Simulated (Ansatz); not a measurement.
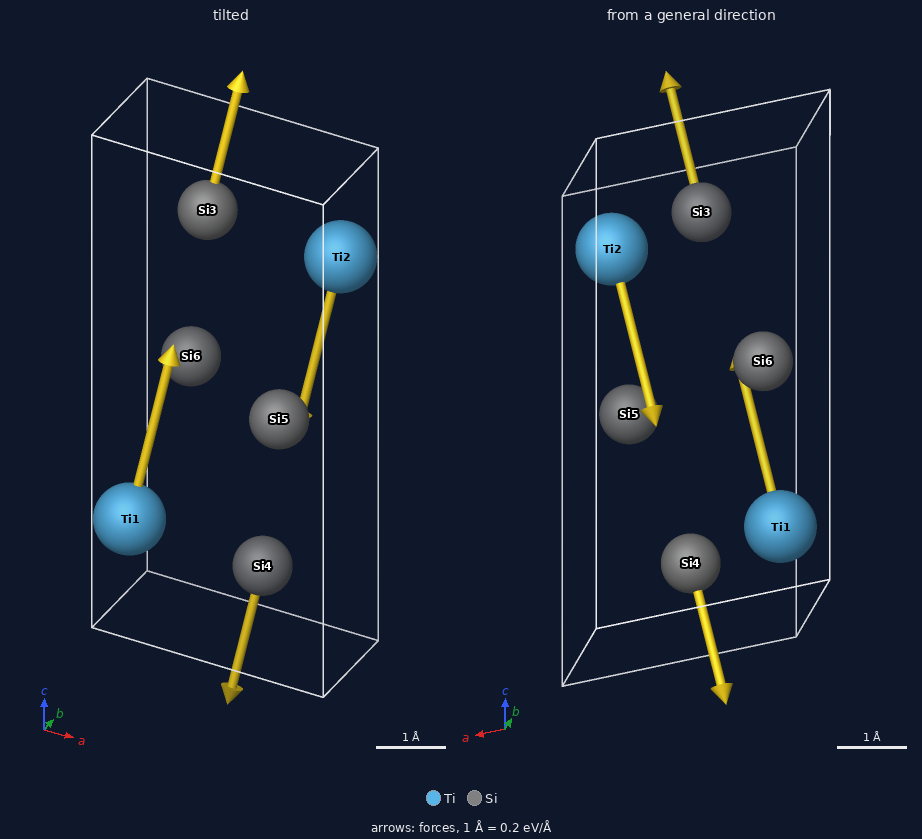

We look at a spheres-only model of the crystal slightly off an axis and from a general direction. The lines enclose the cell (the run's own, in a reduced setting); boundary atoms appear with their images. The arrows are the computed forces on the atoms.

System: TiSi₂. Electronic-structure method: DFT PBE, scalar-relativistic, plane waves, PAW (Ansatz). Parameters: an energy cutoff of 420 eV, k-points about 0.13 Å⁻¹ apart, Gaussian smearing of 0.15 eV, no spin polarisation.

**Could this be the end point of a relaxation?**

No. The atoms still feel forces of up to about 0.45 eV/Å, far above a usual threshold of 0.01 to 0.03 eV/Å.

**On which atom is the force largest?**

Ti1 and Ti2, about 0.45 eV/Å.

The structure was taken from a structure listed in the Materials Project. The cell was then strained or its atoms displaced on purpose. Ansatz was used for an electronic-structure calculation on it.
